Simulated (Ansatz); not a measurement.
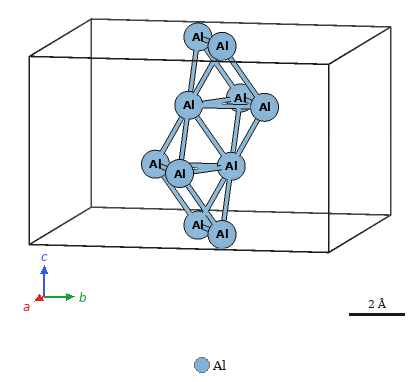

*The structure as given in the input (ball-and-stick view of the cell of the calculation, with the vacuum cut short, seen slightly off an axis). An atom can appear more than once, as a periodic image.*

Geometry relaxation of Al (part 1 of 3)

- system: Al (8 atoms in the cell)
- method: DFT PBE, scalar-relativistic, plane waves, PAW, no spin polarisation (Ansatz 0.2.0)

The structure derives from an entry of the Crystallography Open Database. It belongs to a series of runs on one base structure; here: wire along [1 1 1], 8 atoms a period.

### The program's output
```
Engine: ansatz 0.2.0, aarch64-unknown-linux-gnu
Pseudopotentials: kind: paw
Pseudopotential: Al, paw, valence charge 3, recommended cutoff 420 eV (normal), Al.paw.azcp
Functional definition: PBE
  parameter kappa = 0.804
  parameter beta = 0.06672455060314922
  exchange = pbe_x(kappa = kappa, mu = beta*pi^2/3)
  correlation = pbe_c(beta = beta)
Crystal: 8 atoms, lattice volume = 1247.122 Å³
Basis set: ecut = 420 eV, 24449 PW (Γ), exchange–correlation on 180×192×96 points (8 copies of the dense FFT grid, shifted against one another)
Bands: 20, of which v1, the nominal top of the filled ones, is band 12 counted from 1 (11 counted from 0)
Symmetry: 2 space group operations
Space group: P-1 (ITA 2), of the structure as read, at distance tolerance 1.1e-4 Å
k-points: 5 of 8
Non-local potential: Al, projectors of the file, l = 0: 2, l = 1: 2, l = 2: 1
PAW form: soft (Blöchl's): semilocal exchange-correlation on the pseudo side does not see the compensation charge
PAW one-centre angular grid: Al, 110 points (default); XC on 64 Gauss nodes
Initial density: superposition of atomic densities (neutral atoms: chi_scale 0, normalization atom), corrected by the library's trained network
Initial wavefunctions: pseudopotential atomic-orbital guess
Functional: x = pbe(κ = 0.804, μ = 0.2195149727645171), c = pbe(β = 0.06672455060314922)
SCF iter   1: F=—  HF=-4291.045304 eV  |F-HF|=—  |Δ(HF+E_count)|=         —  Δρ=1.90e-3  dr2=1.78e-1  ethr=1.77e-3  ⟨swp⟩=9.8  Hψ=725  notcnv=0
preconditioner: auto → LDOS  [metal: Δε(μ)=0.036 eV  Ē_g=4.587 eV  σ=0.050 eV  W_gap=0.38  n_scr=68 (ndim 8)  ℏωp=5.2 eV  f_vac=0.628  D(μ)=10.94/eV (n_scr^D=38)  β→1.0]
SCF iter   2: F=—  HF=-4291.011534 eV  |F-HF|=—  |Δ(HF+E_count)|=   3.38e-2  Δρ=9.74e-4  dr2=2.52e-2  ethr=7.42e-4  ⟨swp⟩=3.0  Hψ=222  notcnv=0  defer=12
SCF iter   3: F=—  HF=-4291.013406 eV  |F-HF|=—  |Δ(HF+E_count)|=   1.87e-3  Δρ=3.34e-4  dr2=5.80e-3  ethr=1.05e-4  ⟨swp⟩=2.2  Hψ=168  notcnv=0  defer=12
SCF iter   4: F=—  HF=-4291.012992 eV  |F-HF|=—  |Δ(HF+E_count)|=   4.14e-4  Δρ=1.49e-4  dr2=1.28e-3  ethr=2.42e-5  ⟨swp⟩=2.0  Hψ=143  notcnv=0  defer=12
SCF iter   5: F=—  HF=-4291.012876 eV  |F-HF|=—  |Δ(HF+E_count)|=   1.16e-4  Δρ=4.00e-5  dr2=6.06e-5  ethr=5.34e-6  ⟨swp⟩=2.8  Hψ=135  notcnv=0  defer=12
SCF iter   6: F=—  HF=-4291.013129 eV  |F-HF|=—  |Δ(HF+E_count)|=   2.54e-4  Δρ=1.24e-5  dr2=5.84e-6  ethr=2.53e-7  ⟨swp⟩=2.8  Hψ=162  notcnv=0  defer=12
SCF iter   7: F=—  HF=-4291.013131 eV  |F-HF|=—  |Δ(HF+E_count)|=   1.83e-6  Δρ=3.27e-6  dr2=3.46e-7  ethr=2.43e-8  ⟨swp⟩=2.2  Hψ=138  notcnv=0  defer=12
SCF iter   8: F=-4291.013131 eV  HF=-4291.013131 eV  |F-HF|=5.34e-9  |Δ(HF+E_count)|=   2.24e-7  Δρ=9.13e-7  dr2=3.77e-8  ethr=4.17e-10  ⟨swp⟩=20.2  Hψ=887  notcnv=0
SCF 1 converged in 8 iterations: F = -4291.013131 eV  dr2 = 3.77e-8
  greatest PAW one-centre occupation: 0.528 electrons in one spin orbital (limit 2), on the Al atom at site 5 (counted from 0), in its partial waves of l = 0
relax step   1: F+E_penalty+E_count = -4291.01313130 eV  Δ(F+E_penalty+E_count) = +0.000e0 eV  max|allowed force component| = 5.832e-1 eV/Å  Δτ_max = 0.0000 Å  P = -0.719 GPa  Ω = 1247.122 Å³  fix = [a, b, alpha, beta, gamma]  reactions: a -0.347, b -0.346 GPa; alpha +0.035, beta -0.020, gamma -0.001 GPa/rad  (8 SCF iters, dr2 threshold 1.00e-7 eV, accepted)
Crystal: 8 atoms, lattice volume = 1196.350 Å³
Basis set: ecut = 420 eV, 23433 PW (Γ), exchange–correlation on 180×192×96 points (8 copies of the dense FFT grid, shifted against one another)
Initial density: handed on by an earlier stage of this run
Initial wavefunctions: those handed on with the density
iter 1 solved again at ethr=1.70e-3 eV; its pass at ethr=3.10e-3 eV (dr2=4.08e-1 eV) is discarded
SCF iter   1: F=—  HF=-4292.014343 eV  |F-HF|=—  |Δ(HF+E_count)|=         —  Δρ=3.29e-3  dr2=4.12e-1  ethr=1.70e-3  ⟨swp⟩=1.0  Hψ=826  notcnv=0
preconditioner: auto → LDOS  [insulator: Δε(μ)=0.171 eV  Ē_g=4.896 eV  σ=0.050 eV  W_gap=0.63  n_scr=68 (ndim 8)  ℏωp=5.3 eV  f_vac=0.655  D(μ)=8.45/eV (n_scr^D=30)  ε∞_Penn≈2.2  β→1.0]
SCF iter   2: F=—  HF=-4291.911376 eV  |F-HF|=—  |Δ(HF+E_count)|=   1.03e-1  Δρ=1.66e-3  dr2=5.56e-2  ethr=1.70e-3  ⟨swp⟩=2.2  Hψ=200  notcnv=0
SCF iter   3: F=—  HF=-4291.919707 eV  |F-HF|=—  |Δ(HF+E_count)|=   8.33e-3  Δρ=3.43e-4  dr2=5.22e-3  ethr=2.32e-4  ⟨swp⟩=2.2  Hψ=212  notcnv=0  defer=4
SCF iter   4: F=—  HF=-4291.919793 eV  |F-HF|=—  |Δ(HF+E_count)|=   8.60e-5  Δρ=1.06e-4  dr2=6.97e-4  ethr=2.17e-5  ⟨swp⟩=2.6  Hψ=148  notcnv=0  defer=4
SCF iter   5: F=—  HF=-4291.919826 eV  |F-HF|=—  |Δ(HF+E_count)|=   3.30e-5  Δρ=3.75e-5  dr2=5.46e-5  ethr=2.91e-6  ⟨swp⟩=2.2  Hψ=143  notcnv=0  defer=4
SCF iter   6: F=—  HF=-4291.919830 eV  |F-HF|=—  |Δ(HF+E_count)|=   4.89e-6  Δρ=1.11e-5  dr2=3.15e-6  ethr=2.27e-7  ⟨swp⟩=2.2  Hψ=157  notcnv=0  defer=4
SCF iter   7: F=-4291.919834 eV  HF=-4291.919834 eV  |F-HF|=3.11e-8  |Δ(HF+E_count)|=   3.66e-6  Δρ=3.51e-6  dr2=3.87e-7  ethr=3.33e-9  ⟨swp⟩=19.4  Hψ=943  notcnv=0
SCF 2 converged in 7 iterations: F = -4291.919834 eV  dr2 = 3.87e-7
  greatest PAW one-centre occupation: 0.508 electrons in one spin orbital (limit 2), on the Al atom at site 5 (counted from 0), in its partial waves of l = 0
relax step   2: F+E_penalty+E_count = -4291.91983419 eV  Δ(F+E_penalty+E_count) = -9.067e-1 eV  max|allowed force component| = 4.488e-1 eV/Å  Δτ_max = 0.1946 Å  P = -0.476 GPa  Ω = 1196.350 Å³  energy of the carried Pulay correction = +1.747e-3 eV  fix = [a, b, alpha, beta, gamma]  reactions: a -0.062, b -0.226 GPa; alpha +0.052, beta -0.030, gamma -0.144 GPa/rad  (7 SCF iters, dr2 threshold 8.00e-7 eV, accepted)
Crystal: 8 atoms, lattice volume = 1162.327 Å³
Basis set: ecut = 420 eV, 22723 PW (Γ), exchange–correlation on 180×192×96 points (8 copies of the dense FFT grid, shifted against one another)
iter 1 solved again at ethr=2.46e-3 eV; its pass at ethr=3.10e-3 eV (dr2=5.91e-1 eV) is discarded
SCF iter   1: F=—  HF=-4292.562262 eV  |F-HF|=—  |Δ(HF+E_count)|=         —  Δρ=3.79e-3  dr2=6.07e-1  ethr=2.46e-3  ⟨swp⟩=1.0  Hψ=837  notcnv=0
preconditioner: auto → LDOS  [insulator: Δε(μ)=0.115 eV  Ē_g=5.113 eV  σ=0.050 eV  W_gap=0.89  n_scr=60 (ndim 8)  ℏωp=5.3 eV  f_vac=0.662  D(μ)=2.15/eV (n_scr^D=4)  ε∞_Penn≈2.1  β→1.0]
SCF iter   2: F=—  HF=-4292.452302 eV  |F-HF|=—  |Δ(HF+E_count)|=   1.10e-1  Δρ=2.16e-3  dr2=1.88e-1  ethr=2.46e-3  ⟨swp⟩=3.0  Hψ=222  notcnv=0
SCF iter   3: F=—  HF=-4292.420681 eV  |F-HF|=—  |Δ(HF+E_count)|=   3.16e-2  Δρ=4.03e-4  dr2=6.52e-3  ethr=7.85e-4  ⟨swp⟩=2.4  Hψ=215  notcnv=0  defer=6
SCF iter   4: F=—  HF=-4292.419739 eV  |F-HF|=—  |Δ(HF+E_count)|=   9.42e-4  Δρ=9.89e-5  dr2=2.66e-4  ethr=2.72e-5  ⟨swp⟩=2.4  Hψ=168  notcnv=0  defer=6
SCF iter   5: F=—  HF=-4292.419927 eV  |F-HF|=—  |Δ(HF+E_count)|=   1.88e-4  Δρ=2.02e-5  dr2=1.14e-5  ethr=1.11e-6  ⟨swp⟩=2.6  Hψ=163  notcnv=0  defer=6
SCF iter   6: F=-4292.419932 eV  HF=-4292.419932 eV  |F-HF|=4.23e-7  |Δ(HF+E_count)|=   5.05e-6  Δρ=6.24e-6  dr2=7.77e-7  ethr=3.33e-9  ⟨swp⟩=22.0  Hψ=1026  notcnv=0
SCF 3 converged in 6 iterations: F = -4292.419932 eV  dr2 = 7.77e-7
  greatest PAW one-centre occupation: 0.497 electrons in one spin orbital (limit 2), on the Al atom at site 6 (counted from 0), in its partial waves of l = 0
relax step   3: F+E_penalty+E_count = -4292.41993204 eV  Δ(F+E_penalty+E_count) = -5.001e-1 eV  max|allowed force component| = 8.960e-1 eV/Å  Δτ_max = 0.1950 Å  P = -0.183 GPa  Ω = 1162.327 Å³  energy of the carried Pulay correction = +2.959e-3 eV  fix = [a, b, alpha, beta, gamma]  reactions: a +0.061, b -0.075 GPa; alpha +0.108, beta -0.062, gamma -0.120 GPa/rad  (6 SCF iters, dr2 threshold 8.00e-7 eV, accepted)
Crystal: 8 atoms, lattice volume = 1134.370 Å³
Basis set: ecut = 420 eV, 22191 PW (Γ), exchange–correlation on 180×192×96 points (8 copies of the dense FFT grid, shifted against one another)
iter 1 solved again at ethr=4.81e-4 eV; its pass at ethr=3.10e-3 eV (dr2=1.15e-1 eV) is discarded
SCF iter   1: F=—  HF=-4292.946569 eV  |F-HF|=—  |Δ(HF+E_count)|=         —  Δρ=2.30e-3  dr2=1.19e-1  ethr=4.81e-4  ⟨swp⟩=1.6  Hψ=844  notcnv=0
preconditioner: auto → LDOS  [metal: Δε(μ)=0.040 eV  Ē_g=5.174 eV  σ=0.050 eV  W_gap=0.41  n_scr=60 (ndim 8)  ℏωp=5.4 eV  f_vac=0.669  D(μ)=6.63/eV (n_scr^D=14)  β→1.0]
SCF iter   2: F=—  HF=-4292.918720 eV  |F-HF|=—  |Δ(HF+E_count)|=   2.78e-2  Δρ=8.81e-4  dr2=2.01e-2  ethr=4.81e-4  ⟨swp⟩=2.8  Hψ=197  notcnv=0
SCF iter   3: F=—  HF=-4292.919394 eV  |F-HF|=—  |Δ(HF+E_count)|=   6.73e-4  Δρ=2.82e-4  dr2=2.64e-3  ethr=8.39e-5  ⟨swp⟩=2.0  Hψ=191  notcnv=0
SCF iter   4: F=—  HF=-4292.919364 eV  |F-HF|=—  |Δ(HF+E_count)|=   2.96e-5  Δρ=7.61e-5  dr2=1.28e-4  ethr=1.10e-5  ⟨swp⟩=2.0  Hψ=157  notcnv=0
SCF iter   5: F=—  HF=-4292.919389 eV  |F-HF|=—  |Δ(HF+E_count)|=   2.47e-5  Δρ=1.87e-5  dr2=1.01e-5  ethr=5.33e-7  ⟨swp⟩=2.4  Hψ=153  notcnv=0
SCF iter   6: F=-4292.919392 eV  HF=-4292.919392 eV  |F-HF|=3.41e-7  |Δ(HF+E_count)|=   2.92e-6  Δρ=3.28e-6  dr2=1.87e-7  ethr=3.33e-9  ⟨swp⟩=15.6  Hψ=987  notcnv=0
SCF 4 converged in 6 iterations: F = -4292.919392 eV  dr2 = 1.87e-7
  greatest PAW one-centre occupation: 0.488 electrons in one spin orbital (limit 2), on the Al atom at site 6 (counted from 0), in its partial waves of l = 0
relax step   4: F+E_penalty+E_count = -4292.91939187 eV  Δ(F+E_penalty+E_count) = -4.995e-1 eV  max|allowed force component| = 4.809e-1 eV/Å  Δτ_max = 0.1974 Å  P = +0.002 GPa  Ω = 1134.370 Å³  energy of the carried Pulay correction = +3.981e-3 eV  fix = [a, b, alpha, beta, gamma]  reactions: a +0.103, b +0.155 GPa; alpha +0.127, beta -0.073, gamma +0.042 GPa/rad  (6 SCF iters, dr2 threshold 8.00e-7 eV, accepted)
Crystal: 8 atoms, lattice volume = 1121.349 Å³
Basis set: ecut = 420 eV, 21935 PW (Γ), exchange–correlation on 180×192×96 points (8 copies of the dense FFT grid, shifted against one another)
iter 1 solved again at ethr=2.12e-4 eV; its pass at ethr=3.10e-3 eV (dr2=5.10e-2 eV) is discarded
SCF iter   1: F=—  HF=-4293.115633 eV  |F-HF|=—  |Δ(HF+E_count)|=         —  Δρ=1.45e-3  dr2=5.08e-2  ethr=2.12e-4  ⟨swp⟩=2.6  Hψ=839  notcnv=0
preconditioner: auto → Resta (q_TF=auto, 1.438 Å⁻¹)  ε∞=2.1  [insulator: Δε(μ)=0.243 eV  Ē_g=5.115 eV  σ=0.050 eV  W_gap=1.00  n_scr=52 (ndim 8)  ℏωp=5.4 eV  f_vac=0.667  D(μ)=0.02/eV (n_scr^D=0)  ε∞_Penn≈2.1  vacuum switching on, ρ_ref=1.9e-3 e/Å³]
SCF iter   2: F=—  HF=-4293.103954 eV  |F-HF|=—  |Δ(HF+E_count)|=   1.17e-2  Δρ=6.59e-4  dr2=7.19e-3  ethr=2.12e-4  ⟨swp⟩=2.4  Hψ=175  notcnv=0
SCF iter   3: F=—  HF=-4293.102748 eV  |F-HF|=—  |Δ(HF+E_count)|=   1.21e-3  Δρ=2.55e-4  dr2=1.27e-3  ethr=3.00e-5  ⟨swp⟩=2.6  Hψ=155  notcnv=0
SCF iter   4: F=—  HF=-4293.102573 eV  |F-HF|=—  |Δ(HF+E_count)|=   1.74e-4  Δρ=3.99e-5  dr2=3.69e-5  ethr=5.30e-6  ⟨swp⟩=2.4  Hψ=162  notcnv=0
SCF iter   5: F=—  HF=-4293.102516 eV  |F-HF|=—  |Δ(HF+E_count)|=   5.75e-5  Δρ=1.25e-5  dr2=3.69e-6  ethr=1.54e-7  ⟨swp⟩=2.2  Hψ=147  notcnv=0
SCF iter   6: F=-4293.102517 eV  HF=-4293.102517 eV  |F-HF|=1.47e-7  |Δ(HF+E_count)|=   1.62e-6  Δρ=4.15e-6  dr2=6.01e-7  ethr=3.33e-9  ⟨swp⟩=18.4  Hψ=929  notcnv=0
SCF 5 converged in 6 iterations: F = -4293.102517 eV  dr2 = 6.01e-7
  greatest PAW one-centre occupation: 0.486 electrons in one spin orbital (limit 2), on the Al atom at site 6 (counted from 0), in its partial waves of l = 0
relax step   5: F+E_penalty+E_count = -4293.10251706 eV  Δ(F+E_penalty+E_count) = -1.831e-1 eV  max|allowed force component| = 1.413e-1 eV/Å  Δτ_max = 0.1949 Å  P = -0.037 GPa  Ω = 1121.349 Å³  energy of the carried Pulay correction = +4.466e-3 eV  fix = [a, b, alpha, beta, gamma]  reactions: a -0.051, b +0.042 GPa; alpha +0.014, beta -0.008, gamma +0.080 GPa/rad  (6 SCF iters, dr2 threshold 8.00e-7 eV, accepted)
Crystal: 8 atoms, lattice volume = 1110.226 Å³
Basis set: ecut = 420 eV, 21743 PW (Γ), exchange–correlation on 180×192×96 points (8 copies of the dense FFT grid, shifted against one another)
iter 1 solved again at ethr=1.83e-4 eV; its pass at ethr=3.10e-3 eV (dr2=4.40e-2 eV) is discarded
SCF iter   1: F=—  HF=-4293.109310 eV  |F-HF|=—  |Δ(HF+E_count)|=         —  Δρ=1.10e-3  dr2=4.58e-2  ethr=1.83e-4  ⟨swp⟩=2.2  Hψ=794  notcnv=0
preconditioner: auto → Resta (q_TF=auto, 1.440 Å⁻¹)  ε∞=2.1  [insulator: Δε(μ)=0.215 eV  Ē_g=5.130 eV  σ=0.050 eV  W_gap=1.00  n_scr=54 (ndim 8)  ℏωp=5.5 eV  f_vac=0.668  D(μ)=0.08/eV (n_scr^D=0)  ε∞_Penn≈2.1  vacuum switching on, ρ_ref=1.9e-3 e/Å³]
SCF iter   2: F=—  HF=-4293.098458 eV  |F-HF|=—  |Δ(HF+E_count)|=   1.09e-2  Δρ=4.37e-4  dr2=4.34e-3  ethr=1.83e-4  ⟨swp⟩=2.2  Hψ=183  notcnv=0
SCF iter   3: F=—  HF=-4293.097751 eV  |F-HF|=—  |Δ(HF+E_count)|=   7.06e-4  Δρ=2.13e-4  dr2=9.11e-4  ethr=1.81e-5  ⟨swp⟩=2.0  Hψ=148  notcnv=0
SCF iter   4: F=—  HF=-4293.097672 eV  |F-HF|=—  |Δ(HF+E_count)|=   7.95e-5  Δρ=3.03e-5  dr2=2.20e-5  ethr=3.80e-6  ⟨swp⟩=2.6  Hψ=160  notcnv=0
SCF iter   5: F=—  HF=-4293.097747 eV  |F-HF|=—  |Δ(HF+E_count)|=   7.57e-5  Δρ=1.13e-5  dr2=2.68e-6  ethr=9.18e-8  ⟨swp⟩=2.2  Hψ=146  notcnv=0
SCF iter   6: F=-4293.097749 eV  HF=-4293.097749 eV  |F-HF|=3.56e-8  |Δ(HF+E_count)|=   1.40e-6  Δρ=2.27e-6  dr2=1.92e-7  ethr=3.33e-9  ⟨swp⟩=20.2  Hψ=949  notcnv=0
SCF 6 converged in 6 iterations: F = -4293.097749 eV  dr2 = 1.92e-7
  greatest PAW one-centre occupation: 0.487 electrons in one spin orbital (limit 2), on the Al atom at site 6 (counted from 0), in its partial waves of l = 0
relax step   6: F+E_penalty+E_count = -4293.09774860 eV  Δ(F+E_penalty+E_count) = +4.768e-3 eV  max|allowed force component| = 2.645e-1 eV/Å  Δτ_max = 0.0999 Å  P = +0.008 GPa  Ω = 1110.226 Å³  energy of the carried Pulay correction = +4.883e-3 eV  fix = [a, b, alpha, beta, gamma]  (6 SCF iters, dr2 threshold 8.00e-7 eV, rejected (line search))
Crystal: 8 atoms, lattice volume = 1116.917 Å³
Basis set: ecut = 420 eV, 21899 PW (Γ), exchange–correlation on 180×192×96 points (8 copies of the dense FFT grid, shifted against one another)
iter 1 solved again at ethr=6.93e-5 eV; its pass at ethr=3.10e-3 eV (dr2=1.66e-2 eV) is discarded
```
